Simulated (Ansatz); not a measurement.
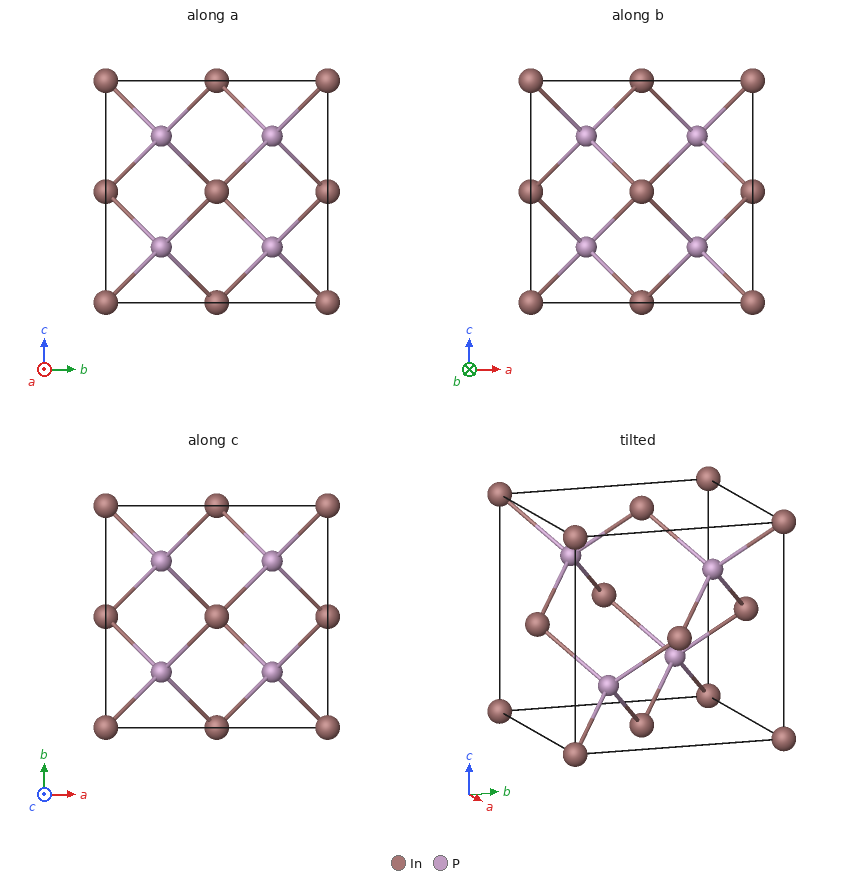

We look at a ball-and-stick model of the crystal along the a axis, along the b axis, along the c axis and slightly off an axis. Lines trace the edges of the conventional unit cell.

Lattice parameters: a = 5.9076 Å, b = 5.9076 Å, c = 5.9076 Å, α = 90.000°, β = 90.000°, γ = 90.000°.

> Give the structure in the form of a CIF in P1 with every atom of the cell.

```cif
data_structure
_symmetry_space_group_name_H-M 'P 1'
_symmetry_Int_Tables_number 1
_cell_length_a 5.9076
_cell_length_b 5.9076
_cell_length_c 5.9076
_cell_angle_alpha 90.000
_cell_angle_beta 90.000
_cell_angle_gamma 90.000
_cell_volume 206.17
loop_
_atom_site_label
_atom_site_type_symbol
_atom_site_fract_x
_atom_site_fract_y
_atom_site_fract_z
_atom_site_occupancy
In1 In 0.0000 0.0000 0.0000 1
P1 P 0.2500 0.2500 0.7500 1
In2 In 0.0000 0.5000 0.5000 1
P2 P 0.2500 0.7500 0.2500 1
In3 In 0.5000 0.0000 0.5000 1
P3 P 0.7500 0.2500 0.2500 1
In4 In 0.5000 0.5000 0.0000 1
P4 P 0.7500 0.7500 0.7500 1
```

Source of the structure: a structure type filled with these elements by a generator (whether the compound takes this form wasn't checked). Earlier steps of the study may have refined or changed the cell and positions. Ansatz was used for an electronic-structure calculation on it.
